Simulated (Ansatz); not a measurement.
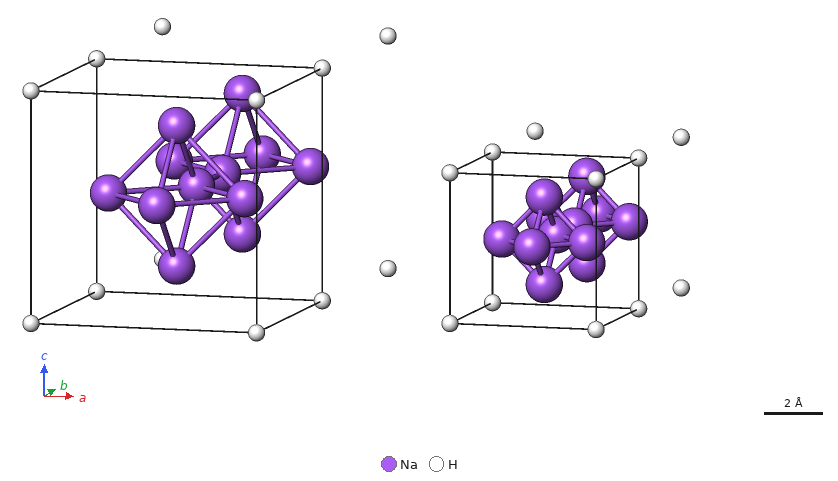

Two geometries of crystalline Na6H (a generated structure, set up in Pm-3m) (coarse preliminary run), drawn at one scale. One is the start of a relaxation, the other its converged end. The picture is a ball-and-stick view of the cell of the calculation, repeated 1 × 2 × 1 with one cell outlined, seen slightly off an axis.

These are results of DFT PBE, scalar-relativistic, plane waves, PAW (Ansatz), not measurements. Settings: plane-wave cutoff 420 eV; k-point mesh 4 × 4 × 4; occupations gaussian; smearing width 0.1 eV; no spin polarisation; cell and atoms relaxed; force threshold 0.04 eV/Å; at most 70 steps.

Which one is relaxed?

The left one is the relaxed one. After 14 accepted moves (17 points after the start) the energy has fallen by 12.426 eV per cell of the calculation. The largest force component goes from 5.2 to 0.035 eV/Å. The pressure goes from 26.12 to 0.05 GPa. The SCF was repeated 3 times at an unchanged geometry on a basis and grid sized afresh for the cell, which shifted the energy by 0.789 eV per cell of the calculation at most. The largest moves relative to the cell, 0.099 Å, are those of Na atoms. H stays in place. The drawn cell changes as follows: a = b = c 5.308 → 8.195 Å (+54.4 %); the volume changes by +268.0 %. Some distances before and after: Na–Na 3.079 → 4.951 Å, Na–Na 2.177 → 3.501 Å, Na–Na 2.229 → 3.244 Å. The space group stays Pm-3m (No. 221). The run took 110 s on 1 thread of Arm Neoverse V1 (shared host), peak memory 0.6 GiB.
